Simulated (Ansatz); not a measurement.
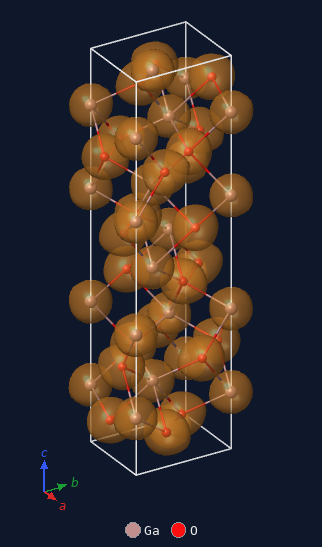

Figure. Ga2O3. Isosurface of the valence electron density at 0.8 e/Å³ (orange), seen slightly off an axis. Sticks mark near contacts.

Space group R-3c; changed on purpose from its base cell (strain -0.025 along x and y, +0.025 along z, atoms carried along); computed pressure about 7 GPa in this cell.

Theory: DFT PBE, scalar-relativistic, plane waves, PAW in Ansatz.

The calculation's input:

```
crystal:
  lattice:
    - [2.4655064421, 1.423460808, 4.6545610942]
    - [-2.4655064421, 1.423460808, 4.6545610942]
    - [0.0, -2.8469216161, 4.6545610941]
  atoms:
    - { symbol: Ga, position: [0.3558687539, 0.3558687539, 0.3558687539] }
    - { symbol: Ga, position: [0.1441312461, 0.1441312461, 0.1441312461] }
    - { symbol: Ga, position: [0.6441312461, 0.6441312461, 0.6441312461] }
    - { symbol: Ga, position: [0.8558687539, 0.8558687539, 0.8558687539] }
    - { symbol: O, position: [0.5531733332, 0.9468266668, 0.25] }
    - { symbol: O, position: [0.25, 0.5531733332, 0.9468266668] }
    - { symbol: O, position: [0.9468266668, 0.25, 0.5531733332] }
    - { symbol: O, position: [0.4468266668, 0.0531733332, 0.75] }
    - { symbol: O, position: [0.75, 0.4468266668, 0.0531733332] }
    - { symbol: O, position: [0.0531733332, 0.75, 0.4468266668] }
basis:
  ecutwfc: 420
kpoints:
  mp_grid: { grid: [6, 6, 6] }
hamiltonian:
  xc: pbe
scf:
  occupations: { method: gaussian, width: 0.05 }
output:
  forces: true
  stress: true
  eigenvalues: true
  write_density: true
  write_potential: true
  elf: true
  volumetric_format: npy
```

Launched as:

```sh
ansatz run input.yaml --threads 2 --pin off --max-ram 5120MiB --backend cpu --events-out ev --progress --plain --runs-dir out
```

Below, planes, directions and counts refer to the conventional cell (a = 4.93 Å, b = 4.93 Å, c = 13.96 Å, α = 90.00°, β = 90.00°, γ = 120.00°).

> Which contacts does the surface bridge?

At this value the density breaks into separate islands; it holds about 75 % of the electrons treated as valence (semicore included). It bridges none of the near contacts. It is pinched off along the sampled Ga–O (1.92 Å) and Ga–O (2.10 Å) contacts. On the grid the lowest density along these lines, outside the cores, is 0.69 e/Å³ (Ga–O, 1.92 Å) and 0.46 e/Å³ (Ga–O, 2.10 Å).

> Does the calculation give a band gap?

It is gapped, with a Kohn–Sham gap of 2.6 eV on the k-point mesh, an upper bound to the gap of this method.
